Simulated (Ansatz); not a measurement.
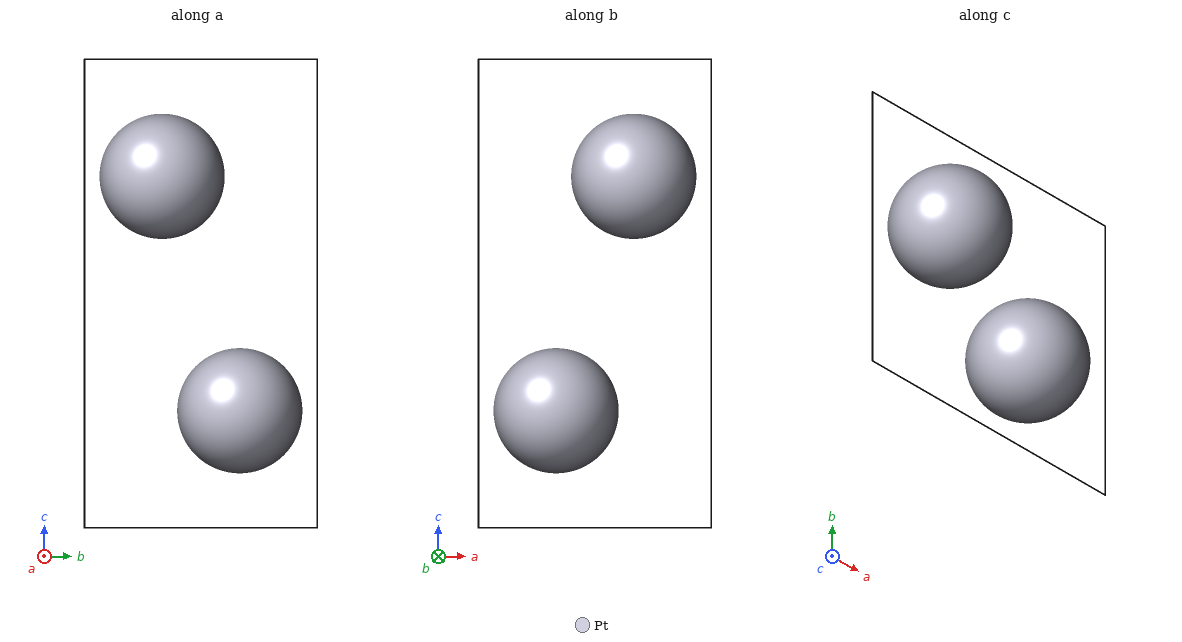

The figure gives a spheres-only picture of the atoms, viewed along the a axis, along the b axis and along the c axis. The lines enclose the conventional unit cell; boundary atoms appear with their images.

Lattice parameters: a = 2.7693 Å, b = 2.7693 Å, c = 4.8261 Å, α = 90.000°, β = 90.000°, γ = 120.000°.

Put the structure into a CIF in P1 with every atom of the cell.

Answer.
```cif
data_structure
_symmetry_space_group_name_H-M 'P 1'
_symmetry_Int_Tables_number 1
_cell_length_a 2.7693
_cell_length_b 2.7693
_cell_length_c 4.8261
_cell_angle_alpha 90.000
_cell_angle_beta 90.000
_cell_angle_gamma 120.000
_cell_volume 32.05
loop_
_atom_site_label
_atom_site_type_symbol
_atom_site_fract_x
_atom_site_fract_y
_atom_site_fract_z
_atom_site_occupancy
Pt1 Pt 0.3333 0.6667 0.2500 1
Pt2 Pt 0.6667 0.3333 0.7500 1
```

It goes back to a structure type filled with this element by a generator (whether the element takes this form wasn't checked). Earlier steps of the study may have refined or changed the cell and positions. It was run through Ansatz as a DFT input.

At this level of theory the cell isn't at rest (stretched, at -9 GPa), so its distances can differ from those at equilibrium, the more so the softer the solid.
